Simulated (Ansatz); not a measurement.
# Mg: 5 runs along one coordinate

System: Mg (I4/mmm, 2 atoms in the cell).
Method: DFT PBE, scalar-relativistic, plane waves, PAW, no spin polarisation (Ansatz 0.2.0).

The 5 runs differ only in the geometry, by a strain of the cell at fixed fractional positions. Against run 3, the strain is εzz = η. The structure derives from a Materials Project entry.

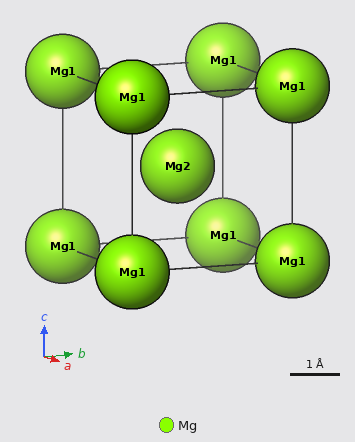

Figure 1. The structure of run 3 (spheres-only view of the cell of the calculation, seen slightly off an axis; atoms are numbered from 1 in the order of the input).

## Input of run 3
```yaml
crystal:
  lattice:
    - [3.5797091912, 0.0, 0.0]
    - [0.0, 3.5797091912, 0.0]
    - [0.0, 0.0, 3.6334048291]
  atoms:
    - { symbol: Mg, position: [0.0, 0.0, 0.0] }
    - { symbol: Mg, position: [0.5, 0.5, 0.5] }
basis:
  ecutwfc: 420
kpoints:
  mp_grid: { grid: [14, 14, 14] }
hamiltonian:
  xc: pbe
scf:
  occupations: { method: gaussian, width: 0.1 }
output:
  forces: true
  stress: true
  eigenvalues: true
```

Command:
```bash
ansatz run input.yaml --threads 1 --pin off --max-ram 1331MiB --backend cpu --events-out ev --progress --plain --runs-dir out
```

Run 2 differs from it as follows:
```diff
-    - [0.0, 0.0, 3.6334048291]
+    - [0.0, 0.0, 3.4723179155]
```

## Results, with one run withheld

```csv
run,strain parameter η (%),"free energy per atom, from the lowest run given (meV)",pressure (GPa)
1,−5.9113,5.44,1.80
2,−4.4335,?,?
3,0.0000,0.00,−0.52
4,1.4778,1.24,−0.99
5,2.9557,3.25,−1.42
```

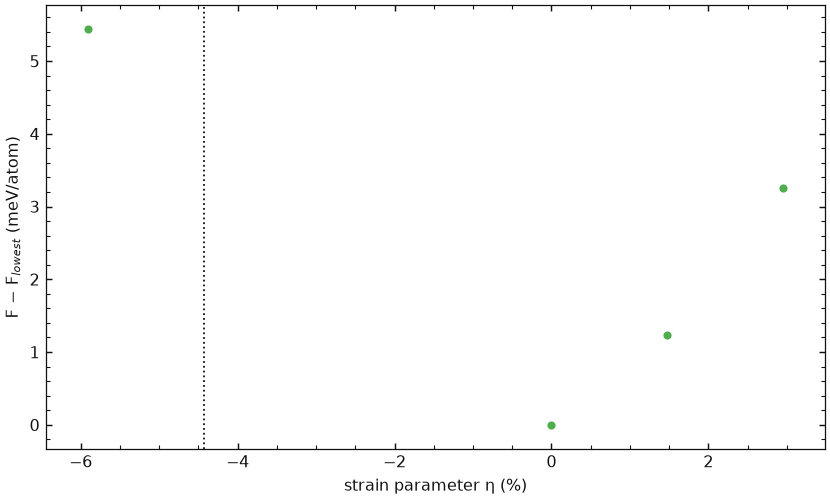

Figure 2. Free energy per atom of the runs given; the dotted line marks run 2.

Estimate the energy of run 2 from the others.

A quadratic polynomial in the coordinate, fitted to the 4 runs given, misses them by at most 0.07 meV per atom. With x = η + 0.3694, it reads F = −0.081411 + 0.25841 x + 0.22631 x² (meV per atom). At run 2 it gives 2.61 meV per atom, and the run itself gives 1.97. The fit has its minimum at η = −0.9403 %. So low a polynomial doesn't follow these energies more closely.

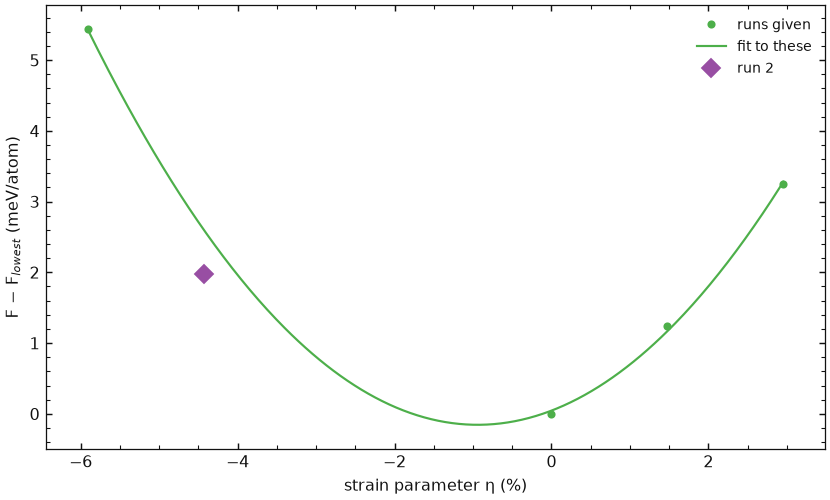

Figure 3. The fit and the withheld run.

## Output, shortened to warnings, some set-up lines, iterations and results (run 2)
```
Basis set: ecut = 420 eV, 879 PW (Γ), exchange–correlation on 48×48×48 points (8 copies of the dense FFT grid, shifted against one another)
Symmetry: 32 space group operations
k-points: 288 of 2744
Initial density: superposition of atomic densities (neutral atoms: chi_scale 0, normalization atom), corrected by the library's trained network
[...]
SCF iter   1: F=—  HF=-3847.544576 eV  |F-HF|=—  |Δ(HF+E_count)|=         —  Δρ=3.67e-4  dr2=3.90e-5  ethr=1.77e-3  ⟨swp⟩=5.1  Hψ=20176  notcnv=0
SCF iter   2: F=—  HF=-3847.544372 eV  |F-HF|=—  |Δ(HF+E_count)|=   2.04e-4  Δρ=2.45e-4  dr2=1.80e-5  ethr=1.95e-7  ⟨swp⟩=2.8  Hψ=9579  notcnv=0
SCF iter   3: F=—  HF=-3847.544376 eV  |F-HF|=—  |Δ(HF+E_count)|=   4.29e-6  Δρ=6.89e-5  dr2=1.57e-6  ethr=8.98e-8  ⟨swp⟩=2.0  Hψ=6330  notcnv=0
SCF iter   4: F=-3847.544378 eV  HF=-3847.544378 eV  |F-HF|=1.11e-7  |Δ(HF+E_count)|=   1.19e-6  Δρ=1.97e-5  dr2=5.27e-8  ethr=7.87e-9  ⟨swp⟩=2.0  Hψ=4610  notcnv=0
SCF iter   5: F=-3847.544378 eV  HF=-3847.544378 eV  |F-HF|=1.36e-8  |Δ(HF+E_count)|=   6.29e-8  Δρ=6.73e-6  dr2=5.61e-9  ethr=2.64e-10  ⟨swp⟩=2.0  Hψ=6314  notcnv=0
SCF iter   6: F=-3847.544378 eV  HF=-3847.544378 eV  |F-HF|=9.17e-10  |Δ(HF+E_count)|=   8.30e-9  Δρ=1.73e-6  dr2=3.72e-10  ethr=2.80e-11  ⟨swp⟩=2.1  Hψ=12304  notcnv=0
SCF 1 converged in 6 iterations: F = -3847.544378 eV  dr2 = 3.72e-10
SCF converged after 6 iterations
Free energy (F): -3847.544378 eV
Harris-Foulkes:  -3847.544378 eV  (|F-HF|=9.17e-10)
Internal energy: -3847.539641 eV  (E = F + TS)
E sigma→0 (E₀):  -3847.542009 eV
Entropy (-TS):   -0.004737 eV (-2.369 meV/atom)
Fermi energy:    5.956807 eV
--- Per-component energies (eV) ---
  E_band       = -709.596626
  E_kinetic    = 150.045026
  E_local      = -3215.256533  (includes V_loc(G=0)·N_el)
  E_nonlocal   = 191.438367
  E_hartree    = 1147.067731
  E_xc         = -57.060838
  E_vxc        = -73.620348  (∫ρ·V_xc dr)
  E_paw        = -584.955062  (= ΣΔE_a)
  E_vpaw       = -56.337550  (= ΣTr[D̂ρ^β])
  E_aug_tail   = -0.000006  (compensation charges beyond the density's cutoff)
  E_ewald      = -1478.818327
  E_smearing   = -0.004737  (= −TS)
  E_closure    = -0.000000  (closes the sum)
  Σ components = -3847.544378   (vs F -3847.544378, Δ=0.00e0)
--- Forces (eV/Å), atoms counted from 1 ---
  atom   1  Mg     0.00000000    -0.00000000    -0.00000000
  atom   2  Mg     0.00000000    -0.00000000    -0.00000000
  max |Σ_I F_I| component: 4.48e-29 eV/Å
--- Stress (GPa, compression-positive) ---
        1.101339       0.000000      -0.000000
        0.000000       1.101339       0.000000
       -0.000000       0.000000       1.217265
  P = ⅓ Tr σ = 1.1400 GPa (11.400 kbar)
```
